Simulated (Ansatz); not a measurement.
# Calculations on AlNi

## 1. Relaxation

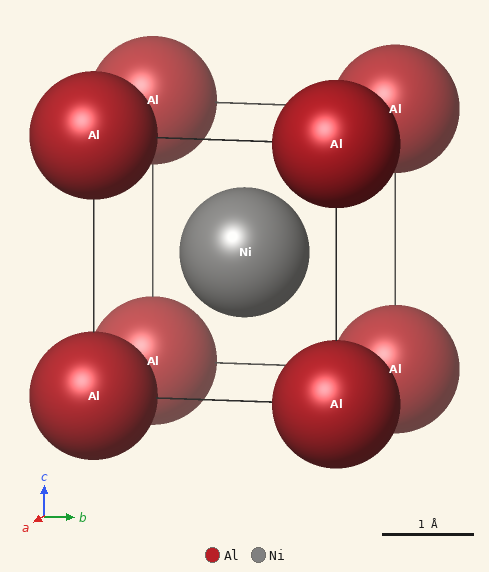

A crystal of AlNi (set up in P4/mmm), before the relaxation. The picture is a spheres-only view of the cell of the calculation, seen slightly off an axis.

Case: biaxial strain in the a-b plane of -3.0 %; c and atoms relaxed.

The calculation used DFT PBEsol, scalar-relativistic, plane waves, PAW in Ansatz.

Input
```yaml
crystal:
  lattice:
    - [2.772846792, 0.0, 0.0]
    - [0.0, 2.772846792, 0.0]
    - [0.0, 0.0, 2.9210581699]
  atoms:
    - { symbol: Al, position: [0.0, 0.0, 0.0] }
    - { symbol: Ni, position: [0.5, 0.5, 0.5] }
basis:
  ecutwfc: 420
kpoints:
  mp_grid: { grid: [18, 18, 18] }
hamiltonian:
  xc: pbesol
scf:
  occupations: { method: gaussian, width: 0.1 }
output:
  forces: true
  stress: true
  eigenvalues: true
relax:
  adjacent_minimum: "off"
  f_tol: 0.008
  max_steps: 40
  cell: { stress_tol: 0.015, fix: [a, b, gamma] }
```

Launched with:
```bash
ansatz run input.yaml --threads 1 --pin off --max-ram 2560MiB --backend cpu --events-out ev --progress --plain --runs-dir out
```

Q: Predict the outcome.

A: No atom moves by more than 0.005 Å relative to the cell. The volume changes by +2.6 %, with a = b unchanged at 2.773 Å, c 2.921 → 2.998 Å (+2.6 %). Near-neighbour distances that change, for instance: Al1–Ni2 2.445 → 2.468 Å. The space group stays P4/mmm (No. 123). Over 4 accepted moves (6 points after the start) the energy falls by 10.2 meV per cell of the calculation. All forces vanish by symmetry, so only the cell relaxes. Pressure: 8.33 GPa at the start and 3.39 GPa at the end. The SCF was repeated twice at an unchanged geometry on a basis and grid sized afresh for the cell, which shifted the energy by 0.3 meV per cell of the calculation at most. Cost: 86 s on 1 thread of Intel(R) Xeon(R) Platinum 8259CL CPU @ 2.50GHz (Skylake/Cascade Lake), with other jobs on the host, peak memory 0.51 GiB.

After the run, drawn alike:

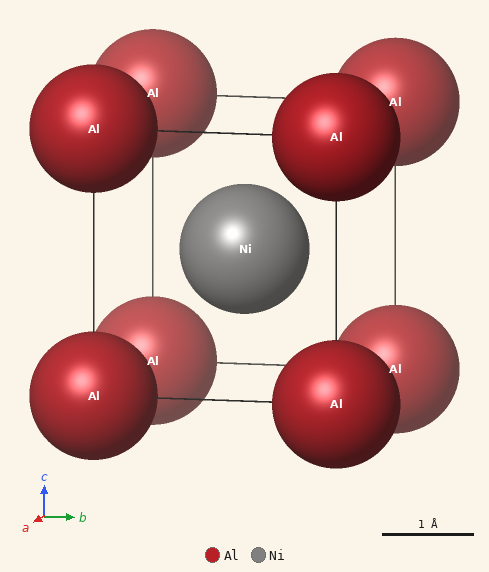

## 2. Relaxation

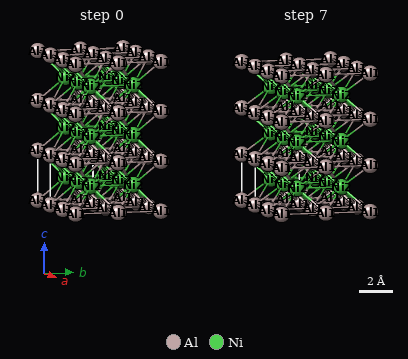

The structure of a crystal of AlNi (set up in Cmmm) before (left) and after (right) a relaxation, at one scale.

Style: ball-and-stick. Shown: the cell of the calculation, repeated 3 × 2 × 3 with one cell outlined, slightly off an axis.

Computed with DFT PBEsol, scalar-relativistic, plane waves, PAW in Ansatz. Set-up: plane-wave cutoff 420 eV; k-point mesh 16 × 16 × 14; occupations gaussian; smearing width 0.1 eV; no spin polarisation; cell and atoms relaxed; force threshold 0.005 eV/Å; at most 80 steps.

Question: What changed between the two?

Answer: The atoms keep their places relative to the cell (all moves are under 0.005 Å). Cell: a = b 2.752 → 2.859 Å (+3.9 %), c 3.099 → 2.869 Å (−7.4 %), γ 90.4° → 90.0°. Volume −0.1 %. Some distances before and after: Al1–Al1 2.752 → 2.859 Å, Ni2–Ni2 2.752 → 2.859 Å, Al1–Ni2 2.493 → 2.479 Å. The space group (tolerance 0.01 Å) goes from Cmmm (No. 65) to P4/mmm (No. 123). Over 5 accepted moves (7 points after the start) the energy falls by 44.0 meV per cell of the calculation. All forces vanish by symmetry, so only the cell relaxes. The pressure goes from 0.35 to 0.00 GPa. At 2 points the geometry stayed and the basis and grid were re-selected for the new cell (energy shift of 0.5 meV per cell of the calculation at most each time).

## 3. A change

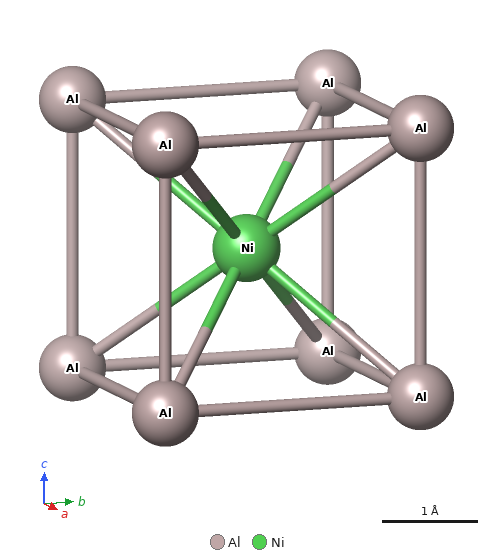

Reference structure: solid AlNi (set up in P4/mmm). Style: ball-and-stick. Shown: the cell of the calculation, slightly off an axis.

All numbers below come from Ansatz, DFT PBEsol, scalar-relativistic, plane waves, PAW. Settings: plane-wave cutoff 420 eV; k-point mesh 18 × 18 × 18; occupations gaussian; smearing width 0.1 eV; no spin polarisation.

Change: Biaxial strain in the a–b plane, −3.0 %, is applied. The c axis and the atoms are relaxed.

Predict the response.

The volume changes by −1.7 %, with a = b 2.859 → 2.773 Å (−3.0 %), c 2.869 → 2.998 Å (+4.5 %). No atom moves by more than 0.005 Å relative to the cell. Some distances before and after: Ni–Ni 2.862 → 2.773 to 2.998 Å, Al–Al 2.862 → 2.773 to 2.998 Å, Al–Ni 2.479 → 2.468 Å. The space group stays P4/mmm (No. 123). Energy change: +11.8 meV per atom. Pressure: 0.0 GPa before, 3.4 GPa after. The principal stresses (compression positive) are 0.0 GPa along c and 5.1 GPa across it.

The changed structure in the same view:

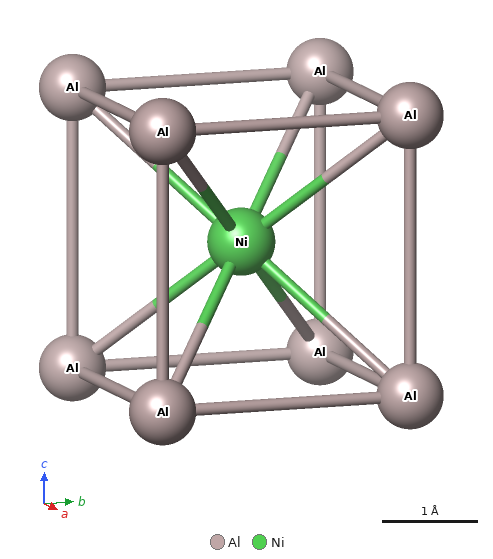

## 4. Series

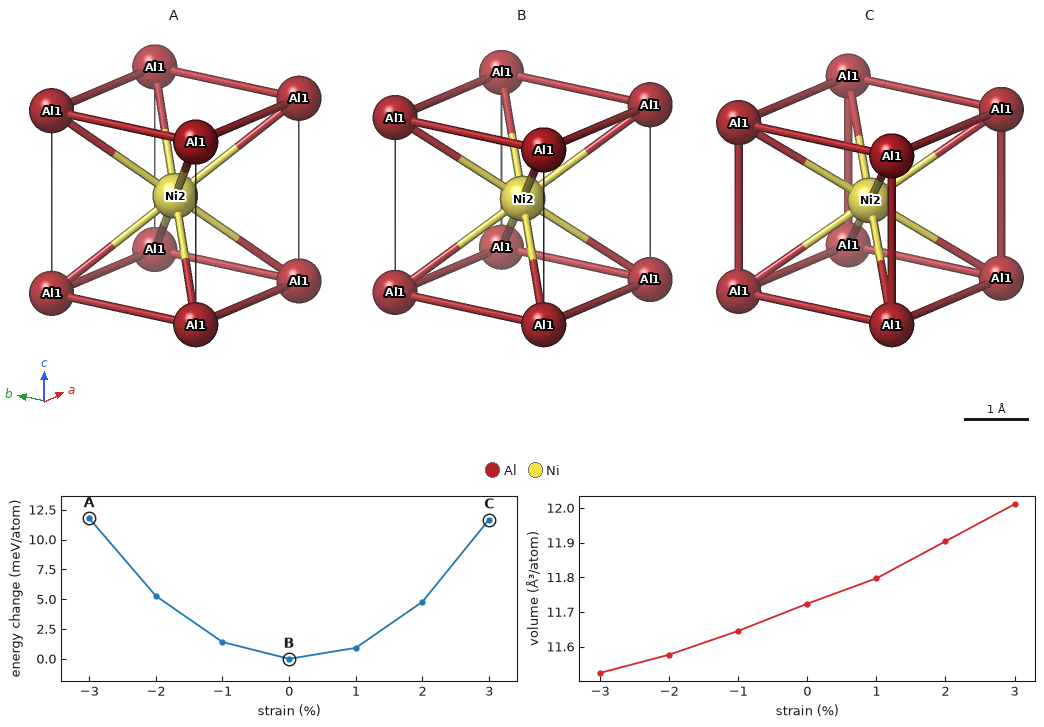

Members of a series of calculations on a crystal of AlNi (set up in P4/mmm), marked on the first curve. The picture is a ball-and-stick view of the cell of the calculation, seen from a free direction.

The calculation used Ansatz 0.2.0, DFT PBEsol, scalar-relativistic, plane waves, PAW. (plane-wave cutoff 420 eV; k-point mesh 18 × 18 × 18; occupations gaussian; smearing width 0.1 eV; no spin polarisation)

### Which kind of strain is it, and how does the structure respond?

Biaxial strain in the a–b plane, c and atoms relaxed. A (strain −3.0 %): energy change 11.8 meV/atom, volume 11.52 Å³ per atom. B (strain 0.0 %): energy change 0.0 meV/atom, volume 11.72 Å³ per atom. C (strain 3.0 %): energy change 11.7 meV/atom, volume 12.01 Å³ per atom. The rest compares A with C. The volume changes by +4.2 %, with a = b 2.773 → 2.944 Å (+6.2 %), c 2.998 → 2.771 Å (−7.6 %). Some distances before and after: Al–Al 2.998 → 2.771 Å, Ni–Ni 2.998 → 2.771 Å, Al–Al 2.773 → 2.944 Å.
